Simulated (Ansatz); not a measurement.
TiNi

The calculation's input:

```
crystal:
  lattice:
    - [2.98806613, 0.0, 0.0]
    - [0.0, 2.98806613, 0.0]
    - [0.0, 0.0, 2.98806613]
  atoms:
    - { symbol: Ni, position: [0.0, 0.0, 0.0], spin: 1.0 }
    - { symbol: Ti, position: [0.5, 0.5, 0.5], spin: 1.0 }
hamiltonian:
  xc: pbesol
  pseudopotentials: { kind: paw }
magnetization:
  spin_polarized: true
kpoints:
  mp_grid: { grid: [9, 9, 9] }
scf:
  occupations: { method: fermi_dirac, width: 0.05 }
output:
  forces: true
  stress: true
  eigenvalues: true
  write_density: true
  write_potential: true
  elf: true
  volumetric_format: npy
```

Run with:

```sh
ansatz run input.yaml --threads 2 --pin off --max-ram 5632MiB --backend cpu --events-out ev --progress --plain --runs-dir out
```

Below, planes, directions and counts refer to the conventional cell (a = 2.99 Å, b = 2.99 Å, c = 2.99 Å, α = 90.00°, β = 90.00°, γ = 90.00°).

Space group Pm-3m; a structure from a database of computed crystals, not necessarily the ambient phase; computed pressure about −3 GPa in this cell; the program warned that a starting moment wasn't kept; spin-polarised, but the moments vanished.

Theory: Ansatz, Kohn-Sham DFT of a periodic cell, PBEsol, Ansatz PAW.

Question: What can the converged valence pseudo-density and electron localisation function tell about the bonding?

Answer: Ti–Ni (2.59 Å): ρ at the midpoint is about 0.28 e/Å³; the ELF is about 0.25 at the midpoint: no localised pair shows between them.

Question: Metal or insulator at this level of theory?

Answer: It is gapless in this calculation (a metal or semimetal).

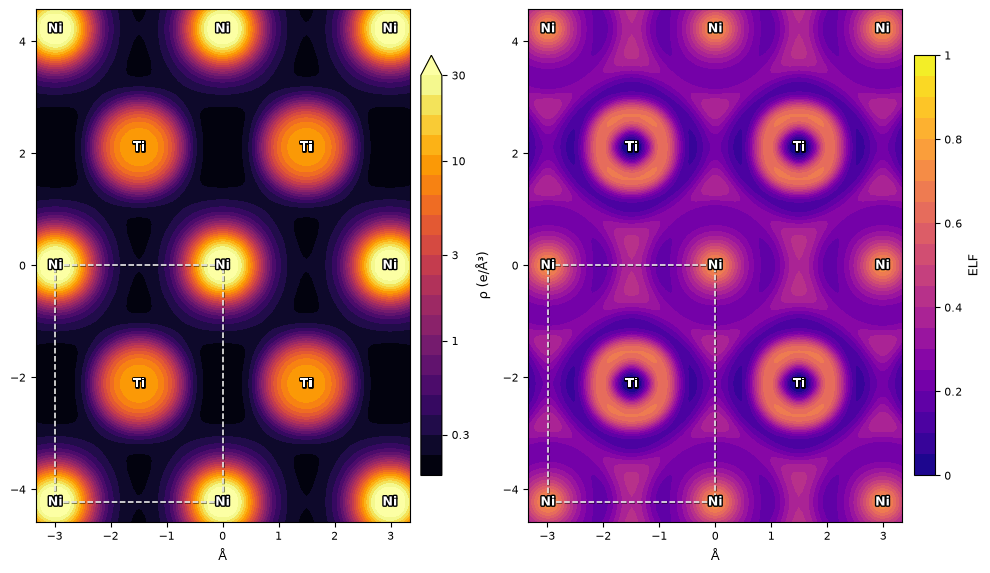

Computed valence pseudo-density and electron localisation function on the (101̄) plane of the conventional cell, in this order. 

In a PAW calculation such maps are meaningful between the atoms, not at the nuclei.
